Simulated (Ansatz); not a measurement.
## Electronic structure of AgCl in real space

Input

```
crystal:
  lattice:
    - [1.870909703, -5.5565952358, 0.0]
    - [1.870909703, 5.5565952358, 0.0]
    - [0.0, 0.0, 3.92403735]
  atoms:
    - { symbol: Ag, position: [0.3965554, 0.6034446, 0.75] }
    - { symbol: Ag, position: [0.6034446, 0.3965554, 0.25] }
    - { symbol: Cl, position: [0.86544873, 0.13455127, 0.25] }
    - { symbol: Cl, position: [0.13455127, 0.86544873, 0.75] }
kpoints:
  mp_grid: { grid: [9, 9, 8] }
  band_path:
    path:
      - [0.0, 0.0, 0.0]
      - [-0.5, 0.5, 0.0]
      - [-0.2783418463, 0.7216581537, 0.0]
      - [0.2783418463, 0.2783418463, 0.0]
      - [0.0, 0.0, 0.0]
      - [0.0, 0.0, 0.5]
      - [0.2783418463, 0.2783418463, 0.5]
      - [-0.2783418463, 0.7216581537, 0.5]
      - [-0.5, 0.5, 0.5]
    npoints: 14
scf:
  occupations: { method: fermi_dirac, width: 0.03 }
hamiltonian:
  xc: pbesol
  pseudopotentials: { kind: paw }
output:
  forces: true
  stress: true
  eigenvalues: true
  efg: { contact_densities: true }
  populations: true
  bader: true
  dos: { projected: true, de: 0.2, e_range: [-14, 8] }
  write_density: true
  write_potential: true
  elf: true
  volumetric_format: npy
```

Run with:

```sh
ansatz run input.yaml --threads 1 --pin off --max-ram 6144MiB --backend cpu --events-out ev --progress --plain --runs-dir out
```

Below, planes, directions and counts refer to the conventional cell (a = 3.74 Å, b = 11.11 Å, c = 3.92 Å, α = 90.00°, β = 90.00°, γ = 90.00°).

Space group Cmcm; a structure from a database of computed crystals, not necessarily the ambient phase; computed pressure about −3 GPa in this cell.

Level of theory: Ansatz, DFT, PBEsol, PAW with Ansatz's default frozen-core files, scalar-relativistic.

In a PAW calculation such maps are meaningful between the atoms, not at the nuclei.

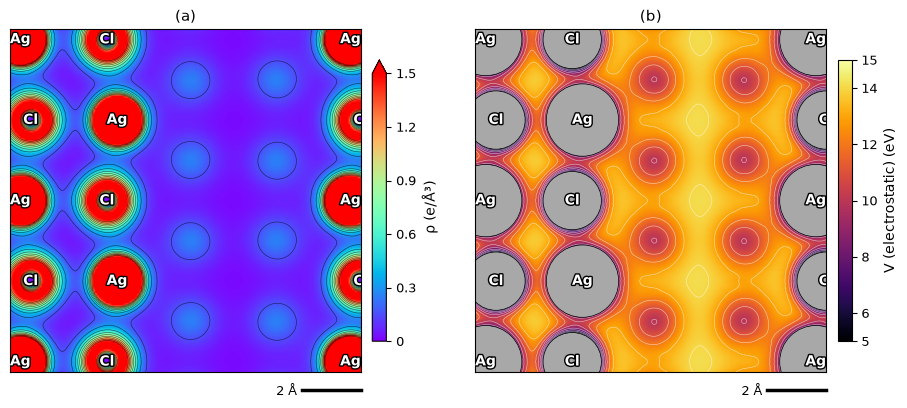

Figure 1. (a) valence charge density (pseudo); (b) electrostatic potential energy of an electron on the (101) plane of the conventional cell. Grey discs cover the atomic cores in the potential map.

Interpret the plot.

Answer. The plane passes through Ag and Cl nuclei. Ag–Cl (2.73 Å): ρ at the midpoint is about 0.25 e/Å³. Ag–Cl (2.91 Å): ρ is about 0.18 e/Å³ halfway. Between the atoms the lowest density in this plane is 0.02 e/Å³. Outside the cores the potential energy rises away from the atoms and is highest about 2.3 Å from the nearest atoms; its zero is arbitrary.

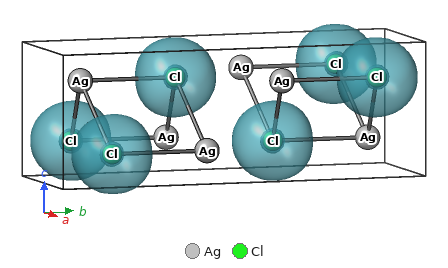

Figure 2. Isosurface of the electron localisation function at 0.65 (cyan), seen slightly off an axis. Core shells and regions of very low density are left out. Sticks mark near contacts.

Describe the localisation domains.

Answer. At this value the surface marks out four regions wrapped around Cl (the valence shell of each), counted in one cell of 8 atoms. Regions shared between cells count once. Profiles from the grid: Ag–Cl (2.73 Å): the ELF peaks at about 0.85 in the valence shell of Cl, 0.8 Å from its nucleus, and drops to about 0.10 between the two atoms (no localised pair shows between them). Ag–Cl (2.91 Å): the ELF is about 0.10 at the midpoint: no shared electron pair shows on this line.
